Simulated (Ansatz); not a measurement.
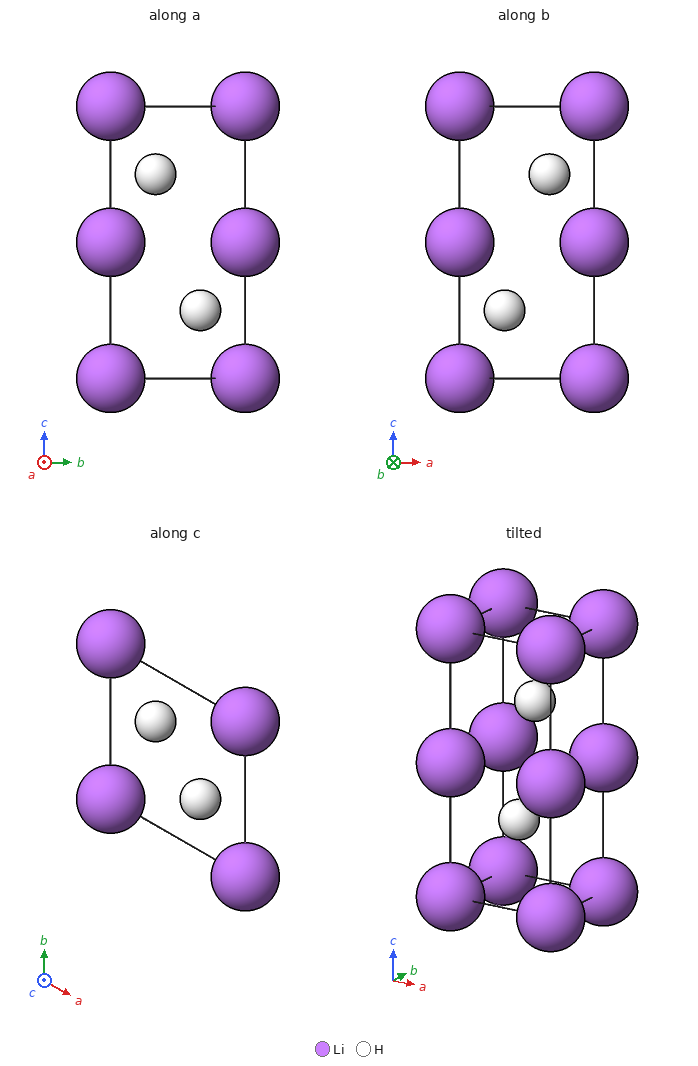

Figure: spheres-only view along the a axis, along the b axis, along the c axis and slightly off an axis. The frame is the conventional unit cell; atoms at its boundary are shown with their periodic copies.

Lattice parameters: a = 2.782 Å, b = 2.782 Å, c = 4.873 Å, α = 90.00°, β = 90.00°, γ = 120.00°. Put a along x and b in the xy plane.

**Record the structure as a POSCAR file.**

```
Li H
1.0
     2.782    0.000    0.000
    -1.391    2.409    0.000
     0.000    0.000    4.873
Li H
2 2
Direct
  0.0000 0.0000 0.0000
  0.0000 0.0000 0.5000
  0.3333 0.6667 0.2500
  0.6667 0.3333 0.7500
```

It goes back to a structure type filled with these elements by a generator (whether the compound takes this form wasn't checked). Earlier steps of the study may have refined or changed the cell and positions. A calculation with Ansatz used it as input.
